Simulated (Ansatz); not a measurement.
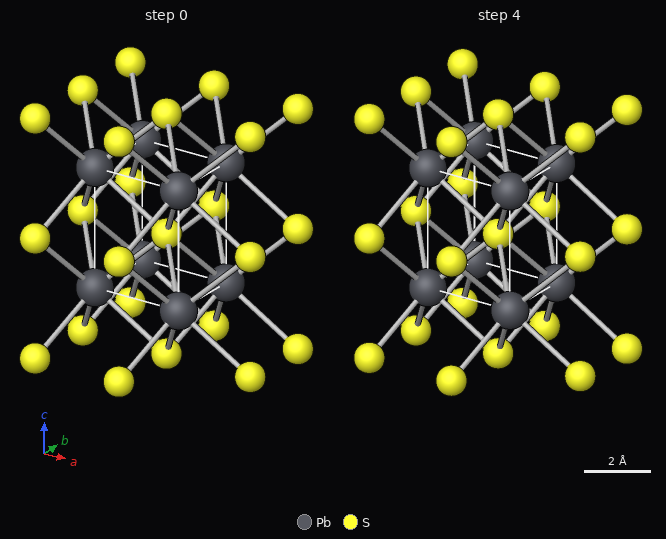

The structure of solid PbS (set up in P-6m2) before (left) and after (right) a relaxation, at one scale.

Style: ball-and-stick. Shown: the cell of the calculation, slightly off an axis.

The run lets cell and atoms move.

All numbers below come from Ansatz, Kohn-Sham DFT of a periodic cell, PBE with D3(BJ), Ansatz PAW.

Input
```yaml
crystal:
  lattice:
    - [4.0896976867, 0.0, 0.0]
    - [-2.0448488433, 3.5417820905, 0.0]
    - [0.0, 0.0, 3.788167]
  atoms:
    - { symbol: Pb, position: [0.0, 0.0, 0.0] }
    - { symbol: S, position: [0.6666666667, 0.3333333333, 0.5] }
hamiltonian:
  xc: pbe
  pseudopotentials: { kind: paw }
  dispersion: d3bj
kpoints:
  mp_grid: { grid: [8, 8, 7] }
scf:
  occupations: { method: fermi_dirac, width: 0.05 }
output:
  forces: true
  stress: true
  eigenvalues: true
  write_density: true
  write_potential: true
  elf: true
  volumetric_format: npy
relax:
  f_tol: 0.01
  max_steps: 40
  cell: { stress_tol: 0.05 }
```

Command:
```bash
ansatz run input.yaml --threads 2 --pin off --max-ram 5632MiB --backend cpu --events-out ev --progress --plain --runs-dir out
```

> Summarise the run.

The atoms keep their places relative to the cell (all moves are under 0.005 Å). The volume changes by −4.3 %, with a = b 4.090 → 4.011 Å (−1.9 %), c 3.788 → 3.769 Å (−0.5 %). Some distances before and after: Pb–S 3.027 → 2.986 Å. The space group stays P-6m2 (No. 187). The energy falls by 14.7 meV per cell of the calculation in 3 accepted moves (4 points after the start). All forces vanish by symmetry, so only the cell relaxes. Pressure: −1.93 GPa at the start and 0.00 GPa at the end. The SCF was repeated once at an unchanged geometry on a basis and grid sized afresh for the cell, which shifted the energy by 0.2 meV per cell of the calculation at most.
